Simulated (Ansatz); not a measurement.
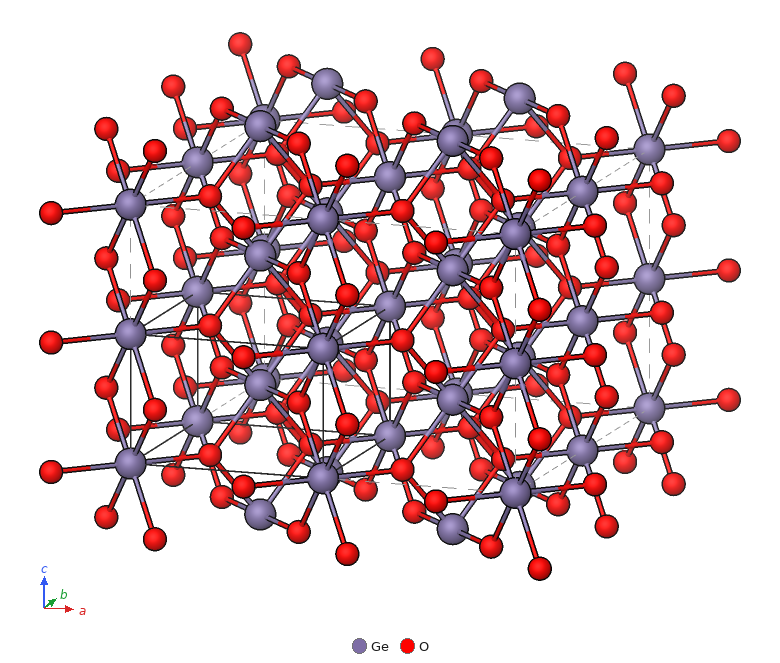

GeO₂ (space group P4_2/mnm, No. 136): the geometry relaxed at a target pressure of 4 GPa with Ansatz, DFT PBE, scalar-relativistic, plane waves, PAW.

Bonds are taken as Ge–O below 2.2 Å. The graph is simplified in the usual way: terminal and isolated atoms are pruned, two-connected atoms become edges.

**What kind of net remains, and which atoms are its nodes?**

A binodal (3,6)-connected, three-periodic net: O is a 3-connected node; Ge is a 6-connected node, in the ratio 2:1.

**Does the net have a name?**

It is the rtl net, known from rutile.

**Is the net interpenetrated?**

It is a single net, without interpenetration.

**How many nodes does the smallest cycle have?**

Four.

**Give the point symbol of each node (shortest cycle at each angle).**

O: 4·6²; Ge: 4²·6¹⁰·8³.

The simplified net, drawn on the atoms' positions. Nodes are coloured by element. Edges to nodes outside the piece are drawn as stubs.

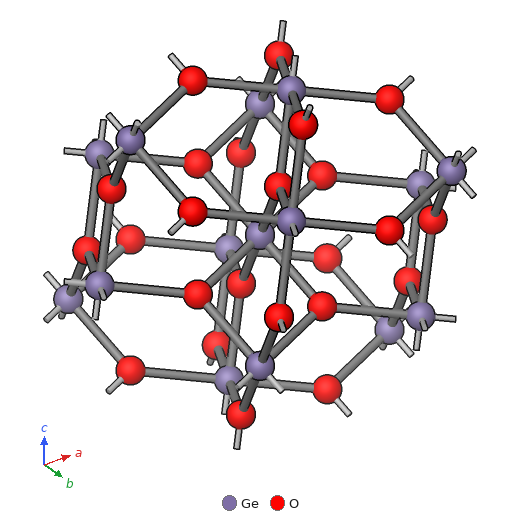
